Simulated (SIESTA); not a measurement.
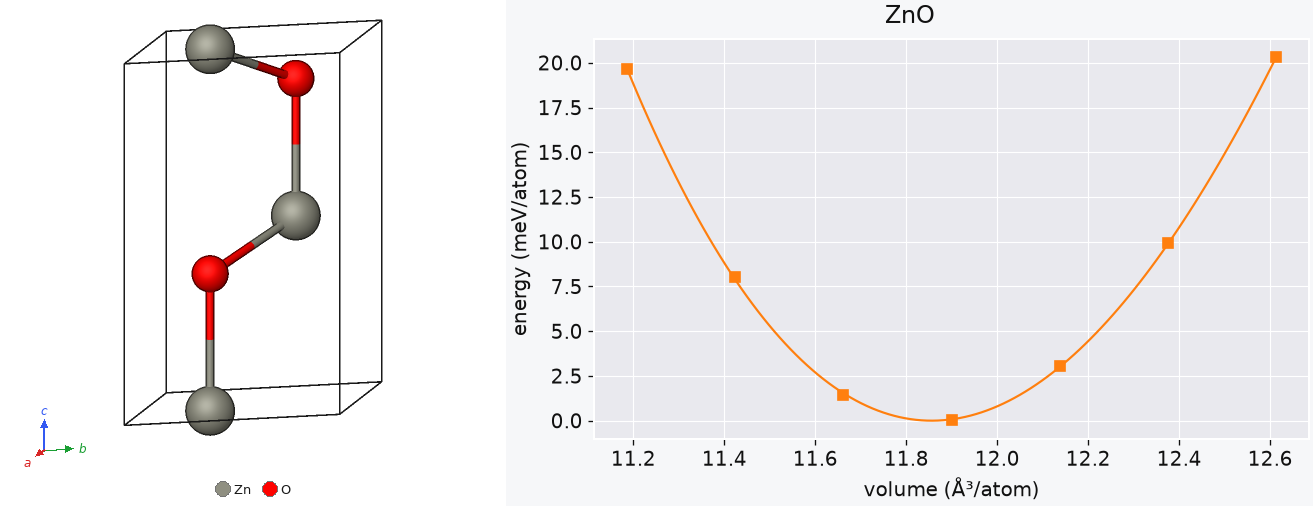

The plot gives the computed energy against volume for ZnO, space group P6_3mc (No. 186). The conventional cell is drawn beside the plot.

The given structure:
```
CELL_PARAMETERS angstrom
3.24931 0.00000 0.00000
-1.62465 2.81398 0.00000
0.00000 0.00000 5.20571
ATOMIC_POSITIONS crystal
Zn 0.66667 0.33333 0.00000
Zn 0.33333 0.66667 0.50000
O 0.33333 0.66667 0.87901
O 0.66667 0.33333 0.37901
```

Calculation (SIESTA 5.4.2): DFT in numerical atomic orbitals with pseudopotentials, no spin polarisation; energies at scaled volumes of the given cell, shape and fractions fixed, counted from the fit's minimum, third-order Birch-Murnaghan fit. Level: PBEsol.

- k mesh: 9×9×5
- occupations: Fermi–Dirac
- smearing width: 0.05 eV
- potentials: PseudoDojo 0.4 standard, converted to PSML, two zetas on semicore shells
- program settings: basis DZP, mesh cutoff 800 Ry

This calculation gives: equilibrium volume 11.86 Å³/atom and bulk modulus 150 GPa.

Now the level changes from PBEsol to PBE. What happens?

The equilibrium volume rises from 11.86 to 12.38 Å³/atom (+4.4 %) and the bulk modulus falls from 150 to 136 GPa (−9.3 %).

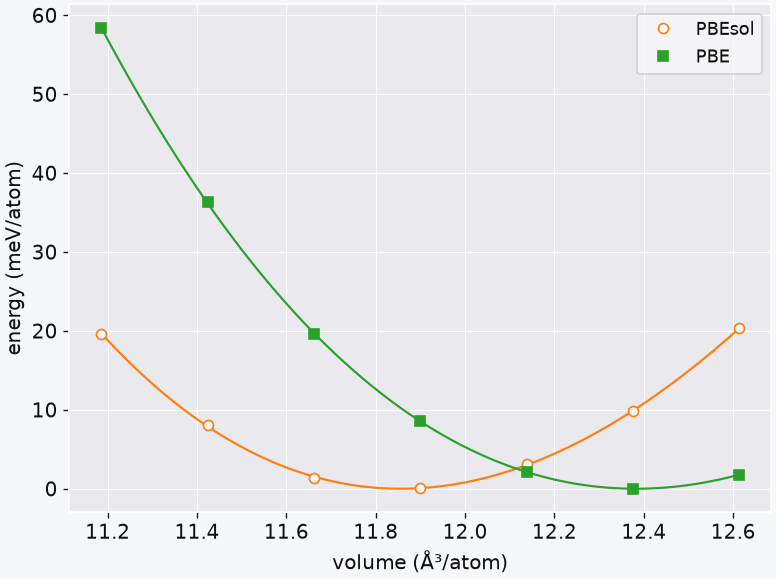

The two results together.

For both, limits of the calculation: mulliken charges of long orbitals; short basis over semicore shells; valence orbitals made in semicore potential; shape and atomic fractions are frozen while scaling, which makes layered, chain and framework solids too stiff.

V0 and the bulk modulus come from third-order Birch–Murnaghan fits.
